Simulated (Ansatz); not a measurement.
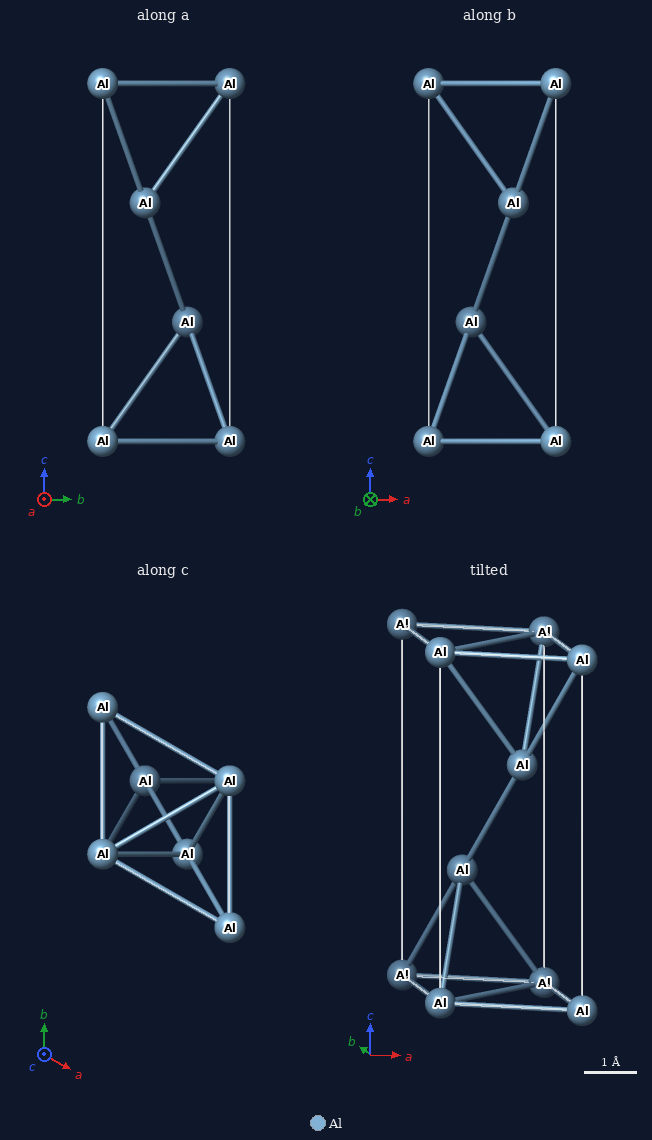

Ball-and-stick drawing of the structure, looking along the a axis, along the b axis, along the c axis and slightly off an axis. The frame is the unit cell; atoms at its boundary are shown with their periodic copies.

Lattice parameters: a = 2.844 Å, b = 2.844 Å, c = 6.934 Å, α = 90.00°, β = 90.00°, γ = 120.00°. Put a along x and b in the xy plane.

### Put the structure into a POSCAR file.

```
Al
1.0
     2.844    0.000    0.000
    -1.422    2.463    0.000
     0.000    0.000    6.934
Al
3
Direct
  0.0000 0.0000 0.0000
  0.3333 0.6667 0.3333
  0.6667 0.3333 0.6667
```

Starting structure: a structure type filled with this element by a generator (whether the element takes this form wasn't checked). It is drawn as it came out of a relaxation with DFT PBEsol, scalar-relativistic, plane waves, PAW in Ansatz 0.2.0.
